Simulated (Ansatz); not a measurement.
# B$_{31}$HN$_{32}$ (cell with a defect): what the fields show

B$_{31}$HN$_{32}$ (cell with a defect), 64 atoms, a = 8.68 Å, b = 9.37 Å, c = 9.37 Å, α = 64.72°, β = 62.39°, γ = 62.39°.

Theory: DFT PBE+D3(BJ), scalar-relativistic, plane waves, PAW in Ansatz 0.2.0.

Core electrons are frozen (PAW), and the valence fields are smoothed inside the atomic spheres.

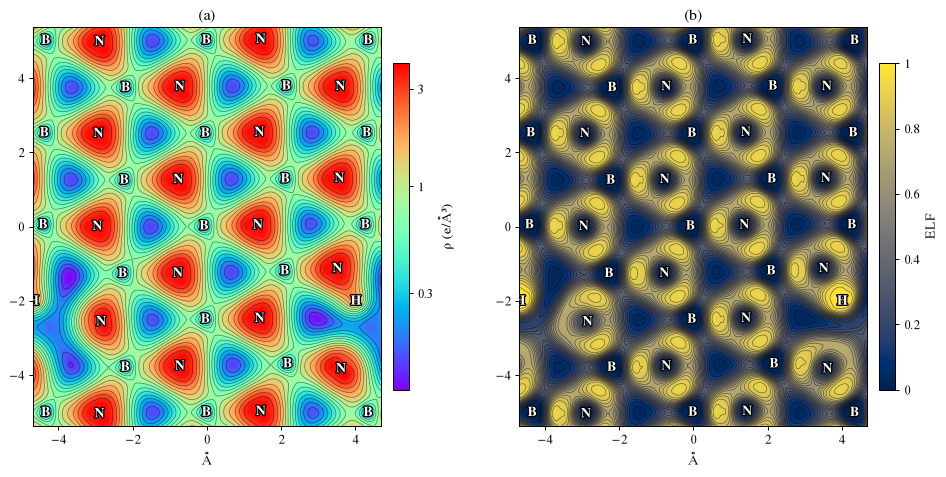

Figure 1. (a) valence electron density; (b) ELF on the (011) plane of the calculation cell.

> What do the fields say about this system?

The section cuts through B, N and H sites.
N–H (1.01 Å): ρ at the midpoint is about 3 e/Å³; the ELF climbs to about 1 towards the hydrogen, as it does in any bond to H; an ordinary covalent bond to hydrogen.
B–N (1.40 Å): ρ at the midpoint is about 2 e/Å³; the ELF peaks at about 0.90 between the atoms; a short, strongly polar bond.
B–N (1.44 Å): ρ at the midpoint is about 1.8 e/Å³; the ELF peaks at about 0.90 between the atoms; a polar covalent bond.
B–N (1.48 Å): ρ is about 1.7 e/Å³ halfway; the ELF peaks at about 0.90 between the atoms (a polar covalent bond).
Between the atoms the lowest density in this plane is 0.1 e/Å³.

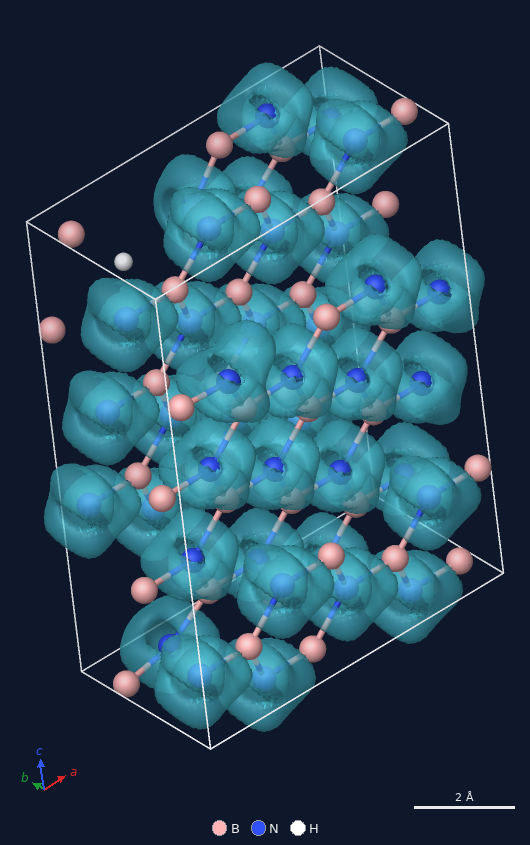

Figure 2. Isosurface of the electron localisation function at 0.75 (cyan), seen slightly off an axis. Core shells and regions of very low density are left out. Sticks mark near contacts.

> Describe the localisation domains.

The surface consists of 31 regions on N in which the atom's valence shell and bonds are merged and one joined region spread over several atoms (B, H, N), in which their bonds and any lone pairs are merged, counted in one cell of 64 atoms. Regions shared between cells count once.
